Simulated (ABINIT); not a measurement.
Phonon bands calculation of Cu (part 2 of 3)

The same run, continued: Cu (Fm-3m, 1 atom in the cell); Kohn-Sham DFT of a periodic cell, LDA, HGH LDA, no spin polarisation (ABINIT 10.8.3); cutoff 299.33 eV, 14×14×14 k-mesh, fermi-dirac of 0.1 eV. The structure derives from an entry of the Crystallography Open Database.

Geometry of the input (Å; fractional positions):
```
0.0000  1.8075  1.8075
1.8075  0.0000  1.8075
1.8075  1.8075  0.0000
Cu 0.0000  0.0000  0.0000
```

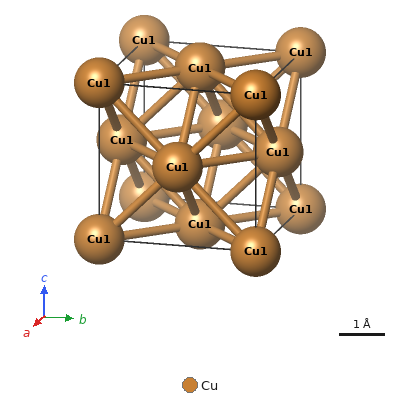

The structure as given in the input (ball-and-stick view of the cell 4 times as large as that of the calculation, set on its symmetry axes, seen slightly off an axis; atoms are numbered from 1 in the order of the input).

**Output, continued**
```
================================================================================
== DATASET  2 ==================================================================

--- !DatasetInfo
iteration_state: {dtset: 2, }
dimensions: {natom: 1, nkpt: 1376, mband: 9, nsppol: 1, nspinor: 1, nspden: 1, mpw: 150, }
cutoff_energies: {ecut:  11.0, pawecutdg:  -1.0, }
electrons: {nelect:   1.00000000E+00, charge:   0.00000000E+00, occopt:   3.00000000E+00, tsmear:   3.67493222E-03, }
meta: {optdriver: 1, rfphon: 1, }
...

 mkfilename : getwfk/=0, take file _WFK from output of DATASET   1.

 Exchange-correlation functional for the present dataset will be:
  LDA: Perdew-Wang 92 LSD fit to Ceperley-Alder data - ixc=7
  J.P.Perdew and Y.Wang, PRB 45, 13244 (1992)

 Real(R)+Recip(G) space primitive vectors, cartesian coordinates (Bohr,Bohr^-1):
 R(1)=  0.0000000  3.4156800  3.4156800  G(1)= -0.1463837  0.1463837  0.1463837
 R(2)=  3.4156800  0.0000000  3.4156800  G(2)=  0.1463837 -0.1463837  0.1463837
 R(3)=  3.4156800  3.4156800  0.0000000  G(3)=  0.1463837  0.1463837 -0.1463837
 Unit cell volume ucvol=  7.9700586E+01 bohr^3
 Angles (23,13,12)=  6.00000000E+01  6.00000000E+01  6.00000000E+01 degrees
 setup1 : take into account q-point for computing boxcut.

 getcut: wavevector=  0.0000  0.0000  0.0000  ngfft=  16  16  16
         ecut(hartree)=     11.000   => boxcut(ratio)=   2.21854

 getcut : COMMENT -
  Note that boxcut > 2.2 ; recall that boxcut=Gcut(box)/Gcut(sphere) = 2
  is sufficient for exact treatment of convolution.
  Such a large boxcut is a waste : you could raise ecut
  e.g. ecut=   13.535222 Hartrees makes boxcut=2

--------------------------------------------------------------------------------

 ==>  initialize data related to q vector <==

 The list of irreducible perturbations for this q vector is:
    1)    idir= 1    ipert=   1

================================================================================

 The perturbation idir=   2  ipert=   1 is
 symmetric of a previously calculated perturbation.
 So, its SCF calculation is not needed.

 The perturbation idir=   3  ipert=   1 is
 symmetric of a previously calculated perturbation.
 So, its SCF calculation is not needed.

--------------------------------------------------------------------------------
 Perturbation wavevector (in red.coord.)   0.000000  0.000000  0.000000
 Perturbation : displacement of atom   1   along direction   1
 Found     4 symmetries that leave the perturbation invariant.
 symkpt : the number of k-points, thanks to the symmetries,
 is reduced to   428 .

--------------------------------------------------------------------------------

--------------------------------------------------------------------------------

 dfpt_looppert : total number of electrons, from k and k+q
  fully or partially occupied states are    1.000000E+00 and    1.000000E+00.
 Initialisation of the first-order wave-functions :
  ireadwf=   0

--- !BeginCycle
iteration_state: {dtset: 2, }
solver: {iscf: 7, nstep: 80, nline: 4, wfoptalg: 0, }
tolerances: {tolvrs: 1.00E-08, }
...

     iter   2DEtotal(Ha)        deltaE(Ha) residm    vres2
-ETOT  1  4.69293970503948E-03 -3.515E+00 1.732E-01 5.971E+01
 ETOT  2  3.54459822037079E-04 -4.338E-03 5.606E-03 2.008E+00
 ETOT  3  2.02352173594988E-05 -3.342E-04 1.458E-04 2.593E-02
 ETOT  4  1.16822348568135E-05 -8.553E-06 4.321E-06 6.762E-05
 ETOT  5  1.16561960110673E-05 -2.604E-08 2.431E-07 7.330E-07
 ETOT  6  1.16559018890072E-05 -2.941E-10 3.079E-09 3.199E-09

 At SCF step    6       vres2   =  3.20E-09 < tolvrs=  1.00E-08 =>converged.
================================================================================

 ----iterations are completed or convergence reached----

 Mean square residual over all n,k,spin=   20.738E-13; max=  30.795E-10

 2DEtotal=    0.1165590189E-04 Ha. Also 2DEtotal=    0.317173248323E-03 eV
    (2DErelax=   -3.5201776987E+00 Ha. 2DEnonrelax=    3.5201893546E+00 Ha)
    (  non-var. 2DEtotal :    1.1650853893E-05 Ha)

================================================================================

 ---- first-order wavefunction calculations are completed ----

 ==> Compute Derivative Database <==

  Dynamical matrix, in cartesian coordinates,
   if specified in the inputs, asr has been imposed
     j1       j2             matrix element
  dir pert dir pert     real part    imaginary part

  Phonon wavevector (reduced coordinates) :  0.00000  0.00000  0.00000
 Phonon energies in Hartree :
   0.000000E+00  0.000000E+00  0.000000E+00
 Phonon frequencies in cm-1    :
   0.000000E+00  0.000000E+00  0.000000E+00

================================================================================
== DATASET  3 ==================================================================

--- !DatasetInfo
iteration_state: {dtset: 3, }
dimensions: {natom: 1, nkpt: 2744, mband: 9, nsppol: 1, nspinor: 1, nspden: 1, mpw: 150, }
cutoff_energies: {ecut:  11.0, pawecutdg:  -1.0, }
electrons: {nelect:   1.00000000E+00, charge:   0.00000000E+00, occopt:   3.00000000E+00, tsmear:   3.67493222E-03, }
meta: {optdriver: 1, rfphon: 1, }
...

 mkfilename : getwfk/=0, take file _WFK from output of DATASET   1.

 Exchange-correlation functional for the present dataset will be:
  LDA: Perdew-Wang 92 LSD fit to Ceperley-Alder data - ixc=7
  J.P.Perdew and Y.Wang, PRB 45, 13244 (1992)

 Real(R)+Recip(G) space primitive vectors, cartesian coordinates (Bohr,Bohr^-1):
 R(1)=  0.0000000  3.4156800  3.4156800  G(1)= -0.1463837  0.1463837  0.1463837
 R(2)=  3.4156800  0.0000000  3.4156800  G(2)=  0.1463837 -0.1463837  0.1463837
 R(3)=  3.4156800  3.4156800  0.0000000  G(3)=  0.1463837  0.1463837 -0.1463837
 Unit cell volume ucvol=  7.9700586E+01 bohr^3
 Angles (23,13,12)=  6.00000000E+01  6.00000000E+01  6.00000000E+01 degrees
 setup1 : take into account q-point for computing boxcut.

 getcut: wavevector=  0.5000  0.0000  0.0000  ngfft=  16  16  16
         ecut(hartree)=     11.000   => boxcut(ratio)=   2.08219
--------------------------------------------------------------------------------

 ==>  initialize data related to q vector <==

 The list of irreducible perturbations for this q vector is:
    1)    idir= 1    ipert=   1
    2)    idir= 2    ipert=   1

================================================================================

 The perturbation idir=   3  ipert=   1 is
 symmetric of a previously calculated perturbation.
 So, its SCF calculation is not needed.

--------------------------------------------------------------------------------
 Perturbation wavevector (in red.coord.)   0.500000  0.000000  0.000000
 Perturbation : displacement of atom   1   along direction   1
 Found     2 symmetries that leave the perturbation invariant.
 symkpt : the number of k-points, thanks to the symmetries,
 is reduced to  1470 .

--------------------------------------------------------------------------------

--------------------------------------------------------------------------------

 dfpt_looppert : total number of electrons, from k and k+q
  fully or partially occupied states are    1.000000E+00 and    1.000000E+00.
 Initialisation of the first-order wave-functions :
  ireadwf=   0

--- !BeginCycle
iteration_state: {dtset: 3, }
solver: {iscf: 7, nstep: 80, nline: 4, wfoptalg: 0, }
tolerances: {tolvrs: 1.00E-08, }
...

     iter   2DEtotal(Ha)        deltaE(Ha) residm    vres2
-ETOT  1   1.3656209282911     -4.439E+00 1.384E+01 3.885E+03
 ETOT  2  -1.0241955164018     -2.390E+00 4.404E-01 1.917E+02
 ETOT  3  -1.1474604124438     -1.233E-01 5.389E-01 2.251E-02
 ETOT  4  -1.1474662802386     -5.868E-06 1.146E-02 2.033E-04
 ETOT  5  -1.1474663483708     -6.813E-08 3.225E-02 2.608E-06
 ETOT  6  -1.1474663495031     -1.132E-09 8.715E-04 3.002E-08
 ETOT  7  -1.1474663495165     -1.339E-11 2.125E-03 1.076E-10

 At SCF step    7       vres2   =  1.08E-10 < tolvrs=  1.00E-08 =>converged.
================================================================================

 ----iterations are completed or convergence reached----

 Mean square residual over all n,k,spin=   44.139E-08; max=  21.253E-04

 2DEtotal=   -0.1147466350E+01 Ha. Also 2DEtotal=   -0.312241500410E+02 eV
    (2DErelax=   -6.9523947709E+00 Ha. 2DEnonrelax=    5.8049284214E+00 Ha)
    (  non-var. 2DEtotal :   -1.1474663274E+00 Ha)

--------------------------------------------------------------------------------
 Perturbation wavevector (in red.coord.)   0.500000  0.000000  0.000000
 Perturbation : displacement of atom   1   along direction   2
 The set of symmetries contains only one element for this perturbation.
 symkpt : not enough symmetry to change the number of k points.

--------------------------------------------------------------------------------

--------------------------------------------------------------------------------

 dfpt_looppert : total number of electrons, from k and k+q
  fully or partially occupied states are    1.000000E+00 and    1.000000E+00.
 Initialisation of the first-order wave-functions :
  ireadwf=   0

--- !BeginCycle
iteration_state: {dtset: 3, }
solver: {iscf: 7, nstep: 80, nline: 4, wfoptalg: 0, }
tolerances: {tolvrs: 1.00E-08, }
...

     iter   2DEtotal(Ha)        deltaE(Ha) residm    vres2
-ETOT  1  0.30153025560220     -3.387E+00 8.982E+01 5.782E+01
 ETOT  2  0.29769988943618     -3.830E-03 1.071E+00 1.770E+00
 ETOT  3  0.29742731784036     -2.726E-04 1.244E+00 2.331E-02
 ETOT  4  0.29741828992793     -9.028E-06 1.104E-01 1.462E-04
 ETOT  5  0.29741822288543     -6.704E-08 4.840E-02 6.669E-07
 ETOT  6  0.29741822263884     -2.466E-10 1.169E-01 1.819E-09

 At SCF step    6       vres2   =  1.82E-09 < tolvrs=  1.00E-08 =>converged.
================================================================================

 ----iterations are completed or convergence reached----

 Mean square residual over all n,k,spin=   25.163E-06; max=  11.690E-02

 2DEtotal=    0.2974182226E+00 Ha. Also 2DEtotal=    0.809316213282E+01 eV
    (2DErelax=   -3.3907151260E+00 Ha. 2DEnonrelax=    3.6881333486E+00 Ha)
    (  non-var. 2DEtotal :    2.9741822895E-01 Ha)

================================================================================

 ---- first-order wavefunction calculations are completed ----

 ==> Compute Derivative Database <==

  Dynamical matrix, in cartesian coordinates,
   if specified in the inputs, asr has been imposed
     j1       j2             matrix element
  dir pert dir pert     real part    imaginary part

   1    1   1    1        -0.0182150006        -0.0000000000
   1    1   2    1         0.0309612744         0.0000000000
   1    1   3    1         0.0309612744         0.0000000000

   2    1   1    1         0.0309612744         0.0000000000
   2    1   2    1        -0.0182150006        -0.0000000000
   2    1   3    1        -0.0309612744        -0.0000000000

   3    1   1    1         0.0309612744         0.0000000000
   3    1   2    1        -0.0309612744        -0.0000000000
   3    1   3    1        -0.0182150006        -0.0000000000

  Phonon wavevector (reduced coordinates) :  0.50000  0.00000  0.00000
 Phonon energies in Hartree :
  -8.317520E-04  3.317168E-04  3.317168E-04
 Phonon frequencies in cm-1    :
  -1.825485E+02  7.280342E+01  7.280342E+01

================================================================================
== DATASET  4 ==================================================================

--- !DatasetInfo
iteration_state: {dtset: 4, }
dimensions: {natom: 1, nkpt: 2744, mband: 9, nsppol: 1, nspinor: 1, nspden: 1, mpw: 150, }
cutoff_energies: {ecut:  11.0, pawecutdg:  -1.0, }
electrons: {nelect:   1.00000000E+00, charge:   0.00000000E+00, occopt:   3.00000000E+00, tsmear:   3.67493222E-03, }
meta: {optdriver: 1, rfphon: 1, }
...

 mkfilename : getwfk/=0, take file _WFK from output of DATASET   1.

 Exchange-correlation functional for the present dataset will be:
  LDA: Perdew-Wang 92 LSD fit to Ceperley-Alder data - ixc=7
  J.P.Perdew and Y.Wang, PRB 45, 13244 (1992)

 Real(R)+Recip(G) space primitive vectors, cartesian coordinates (Bohr,Bohr^-1):
 R(1)=  0.0000000  3.4156800  3.4156800  G(1)= -0.1463837  0.1463837  0.1463837
 R(2)=  3.4156800  0.0000000  3.4156800  G(2)=  0.1463837 -0.1463837  0.1463837
 R(3)=  3.4156800  3.4156800  0.0000000  G(3)=  0.1463837  0.1463837 -0.1463837
 Unit cell volume ucvol=  7.9700586E+01 bohr^3
 Angles (23,13,12)=  6.00000000E+01  6.00000000E+01  6.00000000E+01 degrees
 setup1 : take into account q-point for computing boxcut.

 getcut: wavevector=  0.5000  0.5000  0.0000  ngfft=  16  16  16
         ecut(hartree)=     11.000   => boxcut(ratio)=   2.08449
--------------------------------------------------------------------------------

 ==>  initialize data related to q vector <==

 The list of irreducible perturbations for this q vector is:
    1)    idir= 1    ipert=   1

================================================================================

 The perturbation idir=   2  ipert=   1 is
 symmetric of a previously calculated perturbation.
 So, its SCF calculation is not needed.

 The perturbation idir=   3  ipert=   1 is
 symmetric of a previously calculated perturbation.
 So, its SCF calculation is not needed.

--------------------------------------------------------------------------------
 Perturbation wavevector (in red.coord.)   0.500000  0.500000  0.000000
 Perturbation : displacement of atom   1   along direction   1
 Found     2 symmetries that leave the perturbation invariant.
 symkpt : the number of k-points, thanks to the symmetries,
 is reduced to  1470 .

--------------------------------------------------------------------------------

--------------------------------------------------------------------------------

 dfpt_looppert : total number of electrons, from k and k+q
  fully or partially occupied states are    1.000000E+00 and    1.000000E+00.
 Initialisation of the first-order wave-functions :
  ireadwf=   0

--- !BeginCycle
iteration_state: {dtset: 4, }
solver: {iscf: 7, nstep: 80, nline: 4, wfoptalg: 0, }
tolerances: {tolvrs: 1.00E-08, }
...

     iter   2DEtotal(Ha)        deltaE(Ha) residm    vres2
-ETOT  1  0.28133793465833     -4.782E+00 7.779E+00 6.712E+02
 ETOT  2 -0.15090715100303     -4.322E-01 4.472E-01 4.463E+01
 ETOT  3 -0.18297744678088     -3.207E-02 5.583E-02 3.574E-02
 ETOT  4 -0.18300067105425     -2.322E-05 2.097E-01 1.447E-04
 ETOT  5 -0.18300077130997     -1.003E-07 2.391E-01 3.095E-06
 ETOT  6 -0.18300077357730     -2.267E-09 2.599E-01 3.350E-08
 ETOT  7 -0.18300077359620     -1.890E-11 5.364E-01 9.394E-11

 At SCF step    7       vres2   =  9.39E-11 < tolvrs=  1.00E-08 =>converged.
================================================================================

 ----iterations are completed or convergence reached----

 Mean square residual over all n,k,spin=   11.109E-05; max=  53.639E-02

 2DEtotal=   -0.1830007736E+00 Ha. Also 2DEtotal=   -0.497970473364E+01 eV
    (2DErelax=   -5.2467353856E+00 Ha. 2DEnonrelax=    5.0637346120E+00 Ha)
    (  non-var. 2DEtotal :   -1.8300068605E-01 Ha)

================================================================================

 ---- first-order wavefunction calculations are completed ----

 ==> Compute Derivative Database <==

  Dynamical matrix, in cartesian coordinates,
   if specified in the inputs, asr has been imposed
     j1       j2             matrix element
  dir pert dir pert     real part    imaginary part

   1    1   1    1         0.0271360699         0.0000000000

   2    1   2    1         0.0271360699         0.0000000000

   3    1   3    1        -0.0428215701         0.0000000000

  Phonon wavevector (reduced coordinates) :  0.50000  0.50000  0.00000
 Phonon energies in Hartree :
  -6.080050E-04  4.840044E-04  4.840044E-04
 Phonon frequencies in cm-1    :
  -1.334417E+02  1.062267E+02  1.062267E+02

== END DATASET(S) ==============================================================
================================================================================

 -outvars: echo values of variables after computation  --------
            acell      1.8897261259E+00  1.8897261259E+00  1.8897261259E+00 Bohr
           etotal1    -5.1091596288E-01
           etotal2     1.1655901889E-05
           etotal3     2.9741822264E-01
           etotal4    -1.8300077360E-01
            fcart1    -0.0000000000E+00 -0.0000000000E+00 -0.0000000000E+00
            fcart2     0.0000000000E+00  0.0000000000E+00  0.0000000000E+00
            fcart3     0.0000000000E+00  0.0000000000E+00  0.0000000000E+00
            fcart4     0.0000000000E+00  0.0000000000E+00  0.0000000000E+00
            rprim      0.0000000000E+00  1.8075000000E+00  1.8075000000E+00
                       1.8075000000E+00  0.0000000000E+00  1.8075000000E+00
                       1.8075000000E+00  1.8075000000E+00  0.0000000000E+00
           strten1     2.5738443069E-03  2.5738443069E-03  2.5738443069E-03
                       0.0000000000E+00  0.0000000000E+00  0.0000000000E+00
           strten2     0.0000000000E+00  0.0000000000E+00  0.0000000000E+00
                       0.0000000000E+00  0.0000000000E+00  0.0000000000E+00
           strten3     0.0000000000E+00  0.0000000000E+00  0.0000000000E+00
                       0.0000000000E+00  0.0000000000E+00  0.0000000000E+00
           strten4     0.0000000000E+00  0.0000000000E+00  0.0000000000E+00
                       0.0000000000E+00  0.0000000000E+00  0.0000000000E+00
 Calculation completed.
```

**File anaddb.abo**
```
.Version 10.8.3 of ANADDB
================================================================================

 -outvars_anaddb: echo values of input variables ----------------------

 Flags :
     ifcflag         1
 Miscellaneous information :
         asr         2
      chneut         0
 Interatomic Force Constants Inputs :
      dipdip         0
     dipquad         0
    quadquad         0
      ifcana         0
      ifcout         0
 Description of grid 1 :
        brav         1
       ngqpt         2         2         2
      nqshft         1
      q1shft
                     0.00000000E+00  0.00000000E+00  0.00000000E+00
 Phonon DOS information :
   dosdeltae  2.00000000E-05
    dossmear  4.55633525E-06
 Description of grid 2 (Fourier interp. or BZ sampling):
      ng2qpt        20        20        20
      ngrids         4
      q2shft         0.00000000E+00  0.00000000E+00  0.00000000E+00

================================================================================

 read the DDB information and perform some checks

  ==== Info on the Cryst% object ====
 Real(R)+Recip(G) space primitive vectors, cartesian coordinates (Bohr,Bohr^-1):
 R(1)=  0.0000000  3.4156800  3.4156800  G(1)= -0.1463837  0.1463837  0.1463837
 R(2)=  3.4156800  0.0000000  3.4156800  G(2)=  0.1463837 -0.1463837  0.1463837
 R(3)=  3.4156800  3.4156800  0.0000000  G(3)=  0.1463837  0.1463837 -0.1463837
 Unit cell volume ucvol=  7.9700586E+01 bohr^3
 Angles (23,13,12)=  6.00000000E+01  6.00000000E+01  6.00000000E+01 degrees
 Time-reversal symmetry is present
 Reduced atomic positions [iatom, xred, symbol]:
    1)    0.0000000  0.0000000  0.0000000  Cu

 DDB file with 5 blocks has been read.

================================================================================

 Calculation of the interatomic forces

       Homogeneous q point set in the B.Z.
 Grid q points  :        8
  1)   0.00000000E+00  0.00000000E+00  0.00000000E+00
  2)   5.00000000E-01  0.00000000E+00  0.00000000E+00
  3)   0.00000000E+00  5.00000000E-01  0.00000000E+00
  4)   5.00000000E-01  5.00000000E-01  0.00000000E+00
  5)   0.00000000E+00  0.00000000E+00  5.00000000E-01
  6)   5.00000000E-01  0.00000000E+00  5.00000000E-01
  7)   0.00000000E+00  5.00000000E-01  5.00000000E-01
  8)   5.00000000E-01  5.00000000E-01  5.00000000E-01

 The interatomic forces have been obtained
```
